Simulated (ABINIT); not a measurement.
```
Se Ca
1.0
     5.91200    0.00000    0.00000
     0.00000    5.91200    0.00000
     0.00000    0.00000    5.91200
Se Ca
4 4
Direct
  0.50000 0.00000 0.00000
  0.00000 0.50000 0.00000
  0.00000 0.00000 0.50000
  0.50000 0.50000 0.50000
  0.00000 0.00000 0.00000
  0.50000 0.50000 0.00000
  0.50000 0.00000 0.50000
  0.00000 0.50000 0.50000
```

Space group Fm-3m.

All numbers below come from Kohn-Sham DFT of a periodic cell, PBE, SG15 NC PBE v1.2 (ABINIT).

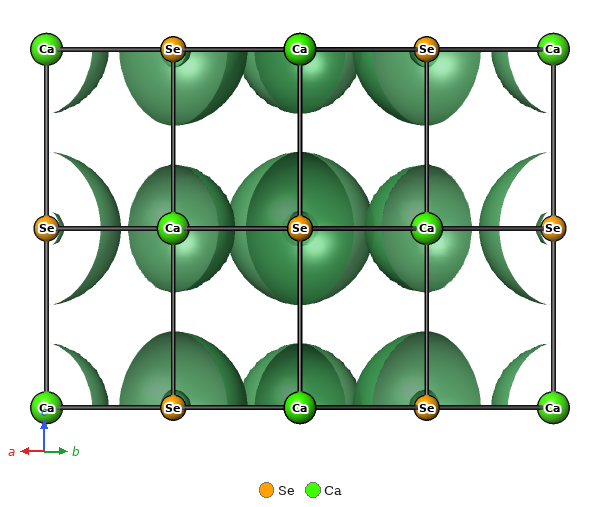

CaSe. Isosurface of the valence electron density at 0.3 e/Å³ (green), seen along [110]. Sticks mark near contacts.

Core electrons are replaced by pseudopotentials, and the valence fields are smoothed inside the atomic spheres.

What does this surface tell about the bonding?

At this value the density breaks into separate islands; it holds about 75 % of the electrons treated as valence. It bridges none of the near contacts. It is pinched off along the sampled Ca–Se (2.96 Å) contacts. On the grid the lowest density along these lines, outside the cores, is 0.16 e/Å³ (Ca–Se, 2.96 Å).

Does the calculation make it a metal, or give it a gap?

It is gapped, with a Kohn–Sham gap of 2.0 eV on the k-point mesh, an upper bound to the gap of this method.
